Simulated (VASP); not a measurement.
Geometry relaxation, with input and output: P (part 3 of 3)

The same run, continued: P (R-3m, 2 atoms in the cell); Kohn-Sham DFT of a periodic cell, PBEsol with D3(BJ), VASP PAW PBE potentials, recommended, no spin polarisation (VASP 6.6.1); cutoff 200 eV, 12×12×12 k-mesh, Gaussian smearing of 0.02 eV. The structure derives from a Materials Project entry.

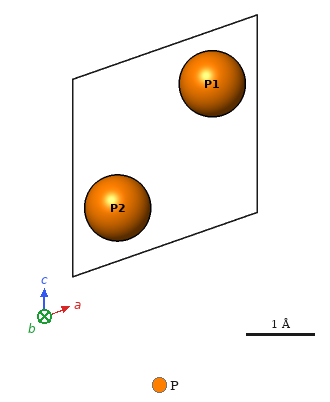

**Figure 1.** The geometry at step 8 of the log (ball-and-stick view of the reduced cell, along the b axis; atoms are numbered from 1 in the order of the input).

### Parts of OUTCAR, continued
```
 -----------------------------------------------------------------------------------
      0.00000      0.00000      2.04169         0.000000      0.000000      1.058455
      0.00000      0.00000      6.90095        -0.000000     -0.000000     -1.058455
 -----------------------------------------------------------------------------------
    total drift:                               -0.000000     -0.000000     -0.000000

  FREE ENERGIE OF THE ION-ELECTRON SYSTEM (eV)
  ---------------------------------------------------
  free  energy   TOTEN  =       -12.2060958130 eV

  energy  without entropy=      -12.2060746006  energy(sigma->0) =      -12.20608521

  enthalpy is  TOTEN    =       -11.1547967717 eV   P V=        1.0512990413

[... ionic steps 4 to 14 ...]

--------------------------------------- Ionic step       15  -------------------------------------------

 number of electron       9.9999999 magnetization

------------------------ aborting loop because EDIFF is reached ----------------------------------------

 Edisp (eV)   -0.86677

 E8    (eV) :    -0.5145

  FORCE on cell =-STRESS in cart. coord.  units (eV):
  Direction    XX          YY          ZZ          XY          YZ          ZX
  --------------------------------------------------------------------------------------
  -------------------------------------------------------------------------------------
  Total       0.98218     0.98218     0.98250     0.00000     0.00000    -0.00000
  in kB      60.06768    60.06768    60.08696     0.00000     0.00000    -0.00000
  external pressure =        0.07 kB  Pullay stress =       60.00 kB

 VOLUME and BASIS-vectors are now :
 -----------------------------------------------------------------------------
  energy-cutoff  :      200.00
  volume of cell :       26.20
      direct lattice vectors                 reciprocal lattice vectors
     1.665333948  0.961481006  2.726896493     0.300240081  0.173343692  0.122239085
    -1.665333948  0.961481006  2.726896493    -0.300240081  0.173343692  0.122239085
     0.000000000 -1.922962002  2.726896493     0.000000000 -0.346687384  0.122239086

 POSITION                                       TOTAL-FORCE (eV/Angst)
 -----------------------------------------------------------------------------------
      0.00000      0.00000      1.99567         0.000000      0.000000      0.003123
      0.00000      0.00000      6.18502        -0.000000     -0.000000     -0.003123
 -----------------------------------------------------------------------------------
    total drift:                               -0.000000      0.000000     -0.000000

  FREE ENERGIE OF THE ION-ELECTRON SYSTEM (eV)
  ---------------------------------------------------
  free  energy   TOTEN  =       -12.3018958756 eV

  energy  without entropy=      -12.3017919717  energy(sigma->0) =      -12.30184392

  enthalpy is  TOTEN    =       -11.3208199595 eV   P V=        0.9810759161

--------------------------------------- Ionic step       16  -------------------------------------------

 number of electron       9.9999999 magnetization

------------------------ aborting loop because EDIFF is reached ----------------------------------------

 Edisp (eV)   -0.86676

 E8    (eV) :    -0.5145

  FORCE on cell =-STRESS in cart. coord.  units (eV):
  Direction    XX          YY          ZZ          XY          YZ          ZX
  --------------------------------------------------------------------------------------
  -------------------------------------------------------------------------------------
  Total       0.98182     0.98182     0.98231    -0.00000     0.00000     0.00000
  in kB      60.04458    60.04458    60.07450    -0.00000     0.00000     0.00000
  external pressure =        0.05 kB  Pullay stress =       60.00 kB

 VOLUME and BASIS-vectors are now :
 -----------------------------------------------------------------------------
  energy-cutoff  :      200.00
  volume of cell :       26.20
      direct lattice vectors                 reciprocal lattice vectors
     1.665343674  0.961486621  2.726901658     0.300238328  0.173342680  0.122238854
    -1.665343674  0.961486621  2.726901658    -0.300238328  0.173342680  0.122238854
     0.000000000 -1.922973232  2.726901658     0.000000000 -0.346685359  0.122238854

 POSITION                                       TOTAL-FORCE (eV/Angst)
 -----------------------------------------------------------------------------------
      0.00000      0.00000      1.99567         0.000000      0.000000      0.003065
      0.00000      0.00000      6.18504        -0.000000     -0.000000     -0.003065
 -----------------------------------------------------------------------------------
    total drift:                               -0.000000     -0.000000     -0.000000

  FREE ENERGIE OF THE ION-ELECTRON SYSTEM (eV)
  ---------------------------------------------------
  free  energy   TOTEN  =       -12.3019091427 eV

  energy  without entropy=      -12.3018052557  energy(sigma->0) =      -12.30185720

  enthalpy is  TOTEN    =       -11.3208199090 eV   P V=        0.9810892337

--------------------------------------- Ionic step       17  -------------------------------------------

 number of electron       9.9999999 magnetization

 Free energy of the ion-electron system (eV)
  ---------------------------------------------------
  ext. energy  EPLUGINS =         0.00000000
  ---------------------------------------------------
  free energy    TOTEN  =       -11.43514998 eV

  energy without entropy =      -11.43504617  energy(sigma->0) =      -11.43509808

 E-fermi :  11.2860     XC(G=0): -11.8365     alpha+bet :-16.8565

 val. band max:       11.2807163924   @ k =   0.5000   0.0833   0.0000
 cond. band min:      11.3086939129   @ k =   0.3333   0.0000  -0.0000
 fundamental gap:      0.0279775206
 Fermi energy:        11.2859911356

 k-point     1 :       0.0000    0.0000    0.0000
  band No.  band energies     occupation
      1      -6.4865      2.00000
      2       8.8765      2.00000
      3       8.8765      2.00000
      4       8.9038      2.00000
      5      10.8284      2.00000
      6      15.1318      0.00000
      7      15.4498      0.00000
      8      15.4498      0.00000
      9      16.9117      0.00000

 k-point     2 :       0.0833   -0.0000    0.0000
  band No.  band energies     occupation
      1      -6.3569      2.00000
      2       7.6087      2.00000
      3       8.8331      2.00000
      4       8.8599      2.00000
      5      11.6250      0.00000
      6      15.0986      0.00000
      7      15.3616      0.00000
      8      15.6280      0.00000
      9      15.9419      0.00000

 k-point     3 :       0.1667    0.0000    0.0000
  band No.  band energies     occupation
      1      -5.9688      2.00000
      2       5.5745      2.00000
      3       8.7490      2.00000
      4       8.7837      2.00000
      5      12.2152      0.00000
      6      13.9078      0.00000
      7      13.9151      0.00000
      8      15.6771      0.00000
      9      16.5943      0.00000

 k-point     4 :       0.2500    0.0000    0.0000
  band No.  band energies     occupation
      1      -5.3244      2.00000
      2       3.4928      2.00000
      3       8.7019      2.00000
      4       8.7536      2.00000
      5      12.1808      0.00000
      6      12.5358      0.00000
      7      12.7117      0.00000
      8      14.9672      0.00000
      9      17.9316      0.00000

 k-point     5 :       0.3333    0.0000   -0.0000
  band No.  band energies     occupation
      1      -4.4281      2.00000
      2       1.5195      2.00000
      3       8.7670      2.00000
      4       8.8444      2.00000
      5      11.3087      0.10842
      6      11.4157      0.00000
      7      12.4973      0.00000
      8      14.1841      0.00000
      9      19.5875      0.00000

 [... the levels of 18 k-points are left out ...]

 k-point    24 :      -0.4167    0.1667   -0.0000
  band No.  band energies     occupation
      1      -1.9745      2.00000
      2      -0.9985      2.00000
      3       5.6418      2.00000
      4       7.8188      2.00000
      5       9.3378      2.00000
      6      12.1252      0.00000
      7      14.9233      0.00000
      8      16.5451      0.00000
      9      20.2811      0.00000

 [... further k-points ...]

------------------------ aborting loop because EDIFF is reached ----------------------------------------

 Edisp (eV)   -0.86676

 E8    (eV) :    -0.5145

  FORCE on cell =-STRESS in cart. coord.  units (eV):
  Direction    XX          YY          ZZ          XY          YZ          ZX
  --------------------------------------------------------------------------------------
  -------------------------------------------------------------------------------------
  Total       0.98134     0.98134     0.98008     0.00000     0.00000     0.00000
  in kB      60.01563    60.01563    59.93838     0.00000     0.00000     0.00000
  external pressure =       -0.01 kB  Pullay stress =       60.00 kB

 VOLUME and BASIS-vectors are now :
 -----------------------------------------------------------------------------
  energy-cutoff  :      200.00
  volume of cell :       26.20
      direct lattice vectors                 reciprocal lattice vectors
     1.665325107  0.961475901  2.726957392     0.300241675  0.173344612  0.122236355
    -1.665325107  0.961475901  2.726957392    -0.300241675  0.173344612  0.122236355
     0.000000000 -1.922951793  2.726957392     0.000000000 -0.346689224  0.122236356

 POSITION                                       TOTAL-FORCE (eV/Angst)
 -----------------------------------------------------------------------------------
      0.00000      0.00000      1.99587         0.000000      0.000000      0.001603
      0.00000      0.00000      6.18500        -0.000000     -0.000000     -0.001603
 -----------------------------------------------------------------------------------
    total drift:                                0.000000     -0.000000      0.000000

  FREE ENERGIE OF THE ION-ELECTRON SYSTEM (eV)
  ---------------------------------------------------
  free  energy   TOTEN  =       -12.3019079716 eV

  energy  without entropy=      -12.3018041674  energy(sigma->0) =      -12.30185607

  enthalpy is  TOTEN    =       -11.3208205623 eV   P V=        0.9810874093

 reached required accuracy - stopping structural energy minimisation
```

### CONTCAR
```
P
   1.00000000000000
     1.6653251068933512    0.9614759014101302    2.7269573923863666
    -1.6653251068933512    0.9614759014101302    2.7269573923863666
     0.0000000000000000   -1.9229517927357545    2.7269573922151960
  P
     2
Direct
     0.2439675568804084    0.2439675568804084    0.2439675568784071
     0.7560324431195916    0.7560324431195916    0.7560324431215929

  0.00000000E+00  0.00000000E+00  0.00000000E+00
  0.00000000E+00  0.00000000E+00  0.00000000E+00
```

### Trajectory as extended XYZ (Å, eV, eV/Å), 17 frames, from step=0 to step=16
```
2
Lattice="1.7257 0.9963 3.1297 -1.7257 0.9963 3.1297 0.0000 -1.9927 3.1297" Properties=species:S:1:pos:R:3:forces:R:3 step=0 energy=-12.16644
P     0.0000    0.0000    2.1321    0.0000   0.0000   0.3462
P     0.0000    0.0000    7.2570    0.0000   0.0000  -0.3462
2
Lattice="1.6177 0.9340 2.9206 -1.6177 0.9340 2.9206 0.0000 -1.8680 2.9206" Properties=species:S:1:pos:R:3:forces:R:3 step=1 energy=-12.10775
P     0.0000    0.0000    2.0052    0.0000   0.0000   1.4380
P     0.0000    0.0000    6.7567    0.0000   0.0000  -1.4380
2
Lattice="1.6488 0.9520 2.9809 -1.6488 0.9520 2.9809 0.0000 -1.9039 2.9809" Properties=species:S:1:pos:R:3:forces:R:3 step=2 energy=-12.20610
P     0.0000    0.0000    2.0417    0.0000   0.0000   1.0585
P     0.0000    0.0000    6.9010    0.0000   0.0000  -1.0585
2
Lattice="1.6472 0.9510 2.8843 -1.6472 0.9510 2.8843 0.0000 -1.9020 2.8843" Properties=species:S:1:pos:R:3:forces:R:3 step=3 energy=-12.26388
P     0.0000    0.0000    2.0259    0.0000   0.0000   0.5135
P     0.0000    0.0000    6.6269    0.0000   0.0000  -0.5135
2
Lattice="1.6455 0.9500 2.7807 -1.6455 0.9500 2.7807 0.0000 -1.9000 2.7807" Properties=species:S:1:pos:R:3:forces:R:3 step=4 energy=-12.27915
P     0.0000    0.0000    2.0070    0.0000   0.0000   0.2568
P     0.0000    0.0000    6.3352    0.0000   0.0000  -0.2568
2
Lattice="1.6420 0.9480 2.5736 -1.6420 0.9480 2.5736 0.0000 -1.8961 2.5736" Properties=species:S:1:pos:R:3:forces:R:3 step=5 energy=-12.10651
P     0.0000    0.0000    1.9609    0.0000   0.0000  -0.1142
P     0.0000    0.0000    5.7601    0.0000   0.0000   0.1142
2
Lattice="1.6447 0.9496 2.7328 -1.6447 0.9496 2.7328 0.0000 -1.8991 2.7328" Properties=species:S:1:pos:R:3:forces:R:3 step=6 energy=-12.26820
P     0.0000    0.0000    1.9910    0.0000   0.0000   0.1917
P     0.0000    0.0000    6.2075    0.0000   0.0000  -0.1917
2
Lattice="1.6851 0.9729 2.7650 -1.6851 0.9729 2.7650 -0.0000 -1.9458 2.7650" Properties=species:S:1:pos:R:3:forces:R:3 step=7 energy=-12.31887
P     0.0000    0.0000    2.0286    0.0000   0.0000  -0.1373
P     0.0000    0.0000    6.2664    0.0000   0.0000   0.1373
2
Lattice="1.6613 0.9591 2.7460 -1.6613 0.9591 2.7460 -0.0000 -1.9183 2.7460" Properties=species:S:1:pos:R:3:forces:R:3 step=8 energy=-12.30277
P     0.0000    0.0000    2.0065    0.0000   0.0000   0.0371
P     0.0000    0.0000    6.2316    0.0000   0.0000  -0.0371
2
Lattice="1.6616 0.9593 2.7463 -1.6616 0.9593 2.7463 -0.0000 -1.9186 2.7463" Properties=species:S:1:pos:R:3:forces:R:3 step=9 energy=-12.30326
P     0.0000    0.0000    2.0068    0.0000   0.0000   0.0342
P     0.0000    0.0000    6.2321    0.0000   0.0000  -0.0342
2
Lattice="1.6649 0.9612 2.7305 -1.6649 0.9612 2.7305 0.0000 -1.9225 2.7305" Properties=species:S:1:pos:R:3:forces:R:3 step=10 energy=-12.30267
P     0.0000    0.0000    1.9977    0.0000   0.0000   0.0047
P     0.0000    0.0000    6.1939    0.0000   0.0000  -0.0047
2
Lattice="1.6655 0.9616 2.7276 -1.6655 0.9616 2.7276 0.0000 -1.9232 2.7276" Properties=species:S:1:pos:R:3:forces:R:3 step=11 energy=-12.30239
P     0.0000    0.0000    1.9961    0.0000   0.0000   0.0030
P     0.0000    0.0000    6.1868    0.0000   0.0000  -0.0030
2
Lattice="1.6657 0.9617 2.7271 -1.6657 0.9617 2.7271 0.0000 -1.9233 2.7271" Properties=species:S:1:pos:R:3:forces:R:3 step=12 energy=-12.30233
P     0.0000    0.0000    1.9957    0.0000   0.0000   0.0026
P     0.0000    0.0000    6.1855    0.0000   0.0000  -0.0026
2
Lattice="1.6650 0.9613 2.7267 -1.6650 0.9613 2.7267 0.0000 -1.9225 2.7267" Properties=species:S:1:pos:R:3:forces:R:3 step=13 energy=-12.30138
P     0.0000    0.0000    1.9956    0.0000   0.0000   0.0037
P     0.0000    0.0000    6.1845    0.0000   0.0000  -0.0037
2
Lattice="1.6653 0.9615 2.7269 -1.6653 0.9615 2.7269 0.0000 -1.9230 2.7269" Properties=species:S:1:pos:R:3:forces:R:3 step=14 energy=-12.30190
P     0.0000    0.0000    1.9957    0.0000   0.0000   0.0031
P     0.0000    0.0000    6.1850    0.0000   0.0000  -0.0031
2
Lattice="1.6653 0.9615 2.7269 -1.6653 0.9615 2.7269 0.0000 -1.9230 2.7269" Properties=species:S:1:pos:R:3:forces:R:3 step=15 energy=-12.30191
P     0.0000    0.0000    1.9957    0.0000   0.0000   0.0031
P     0.0000    0.0000    6.1850    0.0000   0.0000  -0.0031
2
Lattice="1.6653 0.9615 2.7270 -1.6653 0.9615 2.7270 0.0000 -1.9230 2.7270" Properties=species:S:1:pos:R:3:forces:R:3 step=16 energy=-12.30191
P     0.0000    0.0000    1.9959    0.0000   0.0000   0.0016
P     0.0000    0.0000    6.1850    0.0000   0.0000  -0.0016
```

This output came from the following input.

### INCAR
```
SYSTEM = P
PREC = Accurate
ENCUT = 200
EDIFF = 1E-7
ISMEAR = 0
SIGMA = 0.02
LREAL = .FALSE.
LASPH = .TRUE.
NELM = 100
ALGO = Fast
ISIF = 3
LWAVE = .FALSE.
LCHARG = .FALSE.
GGA = PS
IVDW = 12
IBRION = 2
NSW = 80
EDIFFG = -0.002
PSTRESS = 60.0
```

### KPOINTS
```
Automatic mesh
0
G
  12 12 12
  0 0 0
```

### POSCAR
```
P
1.0
    1.7257251800      0.9963479000      3.1296800100
   -1.7257251800      0.9963479000      3.1296800100
    0.0000000000     -1.9926957900      3.1296800100
P
2
Direct
    0.2270802500      0.2270802500      0.2270802500
    0.7729197500      0.7729197500      0.7729197500
```

Run as:
```bash
cat potpaw_PBE.64/P/POTCAR > POTCAR
mpirun -np 1 vasp_std > vasp.out
```

### Key numbers

| quantity | value |
| --- | --- |
| outcome | converged |
| space group (tolerance 0.01 Å) | R-3m (166) |
| electrons treated | 10 |
| free energy | −12.3019 eV |
| dispersion energy | −0.8668 eV |
| gap on the k-point mesh | none (metallic) |
| pressure | 6.00 GPa |
| final volume | 26.20 Å³ |
| largest force (length of the vector) at the end | 0.002 eV/Å |
| final cell | a = 3.337 Å, b = 3.337 Å, c = 3.337 Å, α = 59.88°, β = 59.88°, γ = 59.88° |
| hardware | 1 thread of Intel Xeon @ 2.90GHz (Ice Lake), 360 GiB of memory available, shared host |
| wall time | 3.4 min |
| peak memory | 0.14 GiB |

### Notes

The cell was relaxed to the target pressure of the input; what is minimised is then the enthalpy E + pV. The volume changed by more than 5 % on the plane waves of the start, so the result carries a basis error; a second relaxation from the end is advised.
